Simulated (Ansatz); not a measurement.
## Electronic structure of B24N23 (cell with a defect) in real space

```yaml
crystal:
  lattice:
    - [0.00000, 0.00000, 8.36122]
    - [7.53641, -4.35115, 0.00000]
    - [0.00000, 8.70230, 0.00000]
  atoms:
    - { symbol: B, position: [0.00000, 0.16667, 0.33323] }
    - { symbol: B, position: [0.00000, 0.66664, 0.33330] }
    - { symbol: B, position: [0.00000, 0.49989, 0.49989] }
    - { symbol: B, position: [0.00000, 0.33330, 0.66664] }
    - { symbol: B, position: [0.00000, 0.16667, 0.83344] }
    - { symbol: B, position: [0.00000, 0.00003, 0.50000] }
    - { symbol: B, position: [0.00000, 0.83333, 0.66669] }
    - { symbol: B, position: [0.00000, 0.66669, 0.83333] }
    - { symbol: B, position: [0.00000, 0.50000, 0.00003] }
    - { symbol: B, position: [0.00000, 0.33323, 0.16667] }
    - { symbol: B, position: [0.00000, 0.00010, 0.00010] }
    - { symbol: B, position: [0.00000, 0.83344, 0.16667] }
    - { symbol: B, position: [0.50000, 0.01209, 0.16667] }
    - { symbol: B, position: [0.50000, 0.50135, 0.16667] }
    - { symbol: B, position: [0.50000, 0.32125, 0.32125] }
    - { symbol: B, position: [0.50000, 0.16667, 0.50135] }
    - { symbol: B, position: [0.50000, 0.00062, 0.67037] }
    - { symbol: B, position: [0.50000, 0.83642, 0.33271] }
    - { symbol: B, position: [0.50000, 0.66296, 0.49692] }
    - { symbol: B, position: [0.50000, 0.49692, 0.66296] }
    - { symbol: B, position: [0.50000, 0.33271, 0.83642] }
    - { symbol: B, position: [0.50000, 0.16667, 0.01209] }
    - { symbol: B, position: [0.50000, 0.83198, 0.83198] }
    - { symbol: B, position: [0.50000, 0.67037, 0.00062] }
    - { symbol: N, position: [0.00000, 0.99999, 0.16667] }
    - { symbol: N, position: [0.00000, 0.49999, 0.16667] }
    - { symbol: N, position: [0.00000, 0.33335, 0.33335] }
    - { symbol: N, position: [0.00000, 0.16667, 0.49999] }
    - { symbol: N, position: [0.00000, 0.00000, 0.66667] }
    - { symbol: N, position: [0.00000, 0.83334, 0.33333] }
    - { symbol: N, position: [0.00000, 0.66666, 0.50000] }
    - { symbol: N, position: [0.00000, 0.50000, 0.66666] }
    - { symbol: N, position: [0.00000, 0.33333, 0.83334] }
    - { symbol: N, position: [0.00000, 0.16667, 0.99999] }
    - { symbol: N, position: [0.00000, 0.83334, 0.83334] }
    - { symbol: N, position: [0.00000, 0.66667, 0.00000] }
    - { symbol: N, position: [0.50000, 0.66890, 0.16667] }
    - { symbol: N, position: [0.50000, 0.49311, 0.32821] }
    - { symbol: N, position: [0.50000, 0.32821, 0.49311] }
    - { symbol: N, position: [0.50000, 0.16667, 0.66890] }
    - { symbol: N, position: [0.50000, 0.00512, 0.33156] }
    - { symbol: N, position: [0.50000, 0.83333, 0.50000] }
    - { symbol: N, position: [0.50000, 0.66444, 0.66444] }
    - { symbol: N, position: [0.50000, 0.50000, 0.83333] }
    - { symbol: N, position: [0.50000, 0.33156, 0.00512] }
    - { symbol: N, position: [0.50000, 0.00177, 0.84022] }
    - { symbol: N, position: [0.50000, 0.84022, 0.00177] }
```

Spin-polarised.

Theory: DFT PBE, scalar-relativistic, plane waves, PAW in Ansatz.

Core electrons are frozen (PAW), and the valence fields are smoothed inside the atomic spheres.

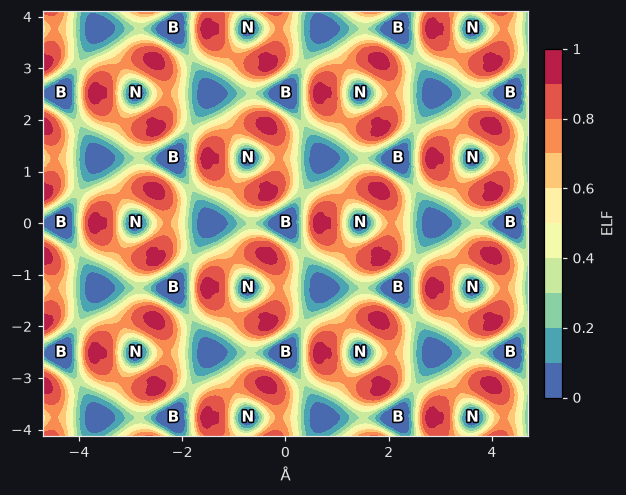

Figure 1. Electron localisation function on the (100) plane of the calculation cell.

> What do the fields say about this system?

The section cuts through B and N sites. B–N (1.45 Å): the ELF peaks at about 0.95 between the atoms, as expected for a polar covalent bond.

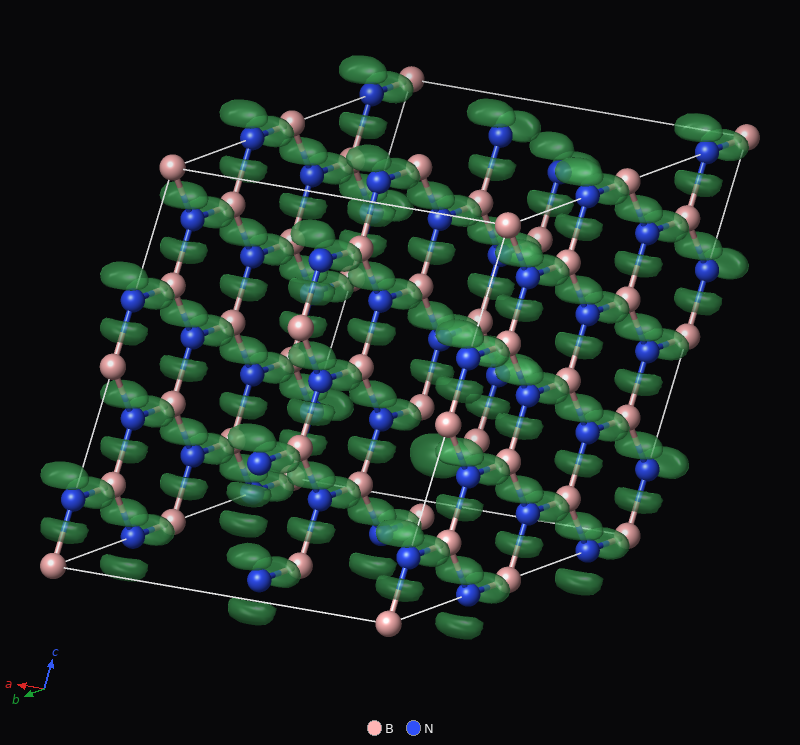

Figure 2. Isosurface of the ELF at 0.85 (green), seen at an oblique angle. Only the valence region is drawn (cores and ρ < 0.01 e/Å³ removed). Sticks mark near contacts.

> Identify the bonds, lone pairs and shells in this picture.

The surface consists of 69 regions between bonded B–N atoms (shared pairs) and one pocket between the atoms, centred on no nucleus (multi-centre or interstitial), counted in one cell of 47 atoms. Any copies at cell faces, edges or corners count once. Along the contacts the grid gives the following. B–N (1.44 Å): the ELF peaks at about 0.95 between the atoms, as expected for a polar covalent bond.
